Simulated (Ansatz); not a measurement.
## Electronic structure of Na$_{2}$HCl$_{3}$ in real space

```
Na H Cl
1.0
     4.26513    0.00000    0.00000
     0.00000    4.26513    0.00000
     0.00000    0.00000    7.49386
Na H Cl
2 1 3
Direct
  0.50000 0.00000 0.75712
  0.00000 0.50000 0.24288
  0.00000 0.00000 0.00000
  0.50000 0.50000 0.50000
  0.00000 0.00000 0.50000
  0.50000 0.50000 0.00000
```

Space group P-4m2; a structure generated by program, which may or may not match a known phase.

The calculation used Ansatz 0.2.0, DFT PBE, scalar-relativistic, plane waves, PAW.

Core electrons are frozen (PAW), and the valence fields are smoothed inside the atomic spheres.

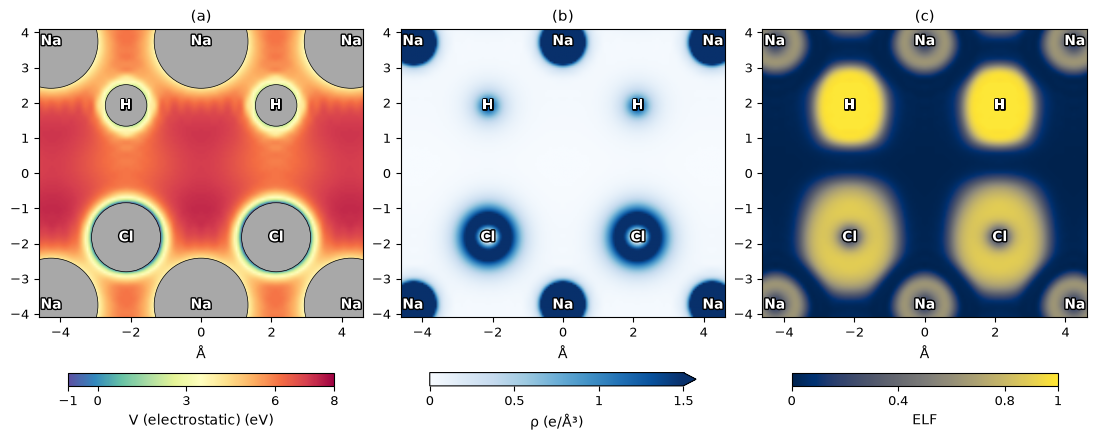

Figure 1. (a) electrostatic potential (local pseudopotential plus Hartree) felt by an electron; (b) valence pseudo-density; (c) ELF on the (100) plane of the conventional cell. Grey discs cover the atomic cores in the potential map.

Read the bonding off the picture.

Answer.
- Atoms in the plane: Na, H and Cl.
- Na–H (2.80 Å): the density is about 0.03 e/Å³ at the midpoint; the ELF climbs to about 1 towards the hydrogen.
- Na–Cl (2.87 Å): ρ at the midpoint is about 0.12 e/Å³; the ELF peaks at about 0.90 in the valence shell of Cl, 0.8 Å from its nucleus, and is about 0.35 at the midpoint.
- Between the atoms the lowest density in this plane is 0.003 e/Å³.
- The features right at Na lie inside the PAW spheres, where the map follows smoothed inner orbitals and isn't to be read closely.
- Outside the cores the potential energy rises away from the atoms and is highest about 2.3 Å from the nearest atoms; its zero is arbitrary.

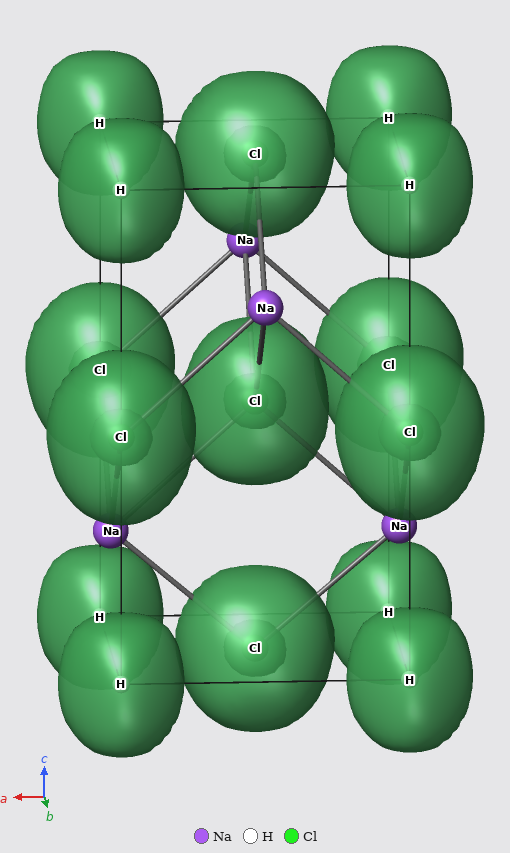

Figure 2. Isosurface of the electron localisation function at 0.75 (green), seen at an oblique angle. Core shells and regions of very low density are left out. Sticks mark near contacts.

Identify the bonds, lone pairs and shells in this picture.

Answer. The ELF exceeds this value in one region around a hydrogen nucleus and three regions wrapped around Cl (the valence shell of each), counted in one cell of 6 atoms. Any copies at cell faces, edges or corners count once.


Na–Cl (2.80 Å): the ELF peaks at about 0.90 in the valence shell of Cl, 0.8 Å from its nucleus, and is about 0.40 at the midpoint.

Does the calculation give a band gap?

Answer. It is metallic or semimetallic at this level of theory: no gap opens.
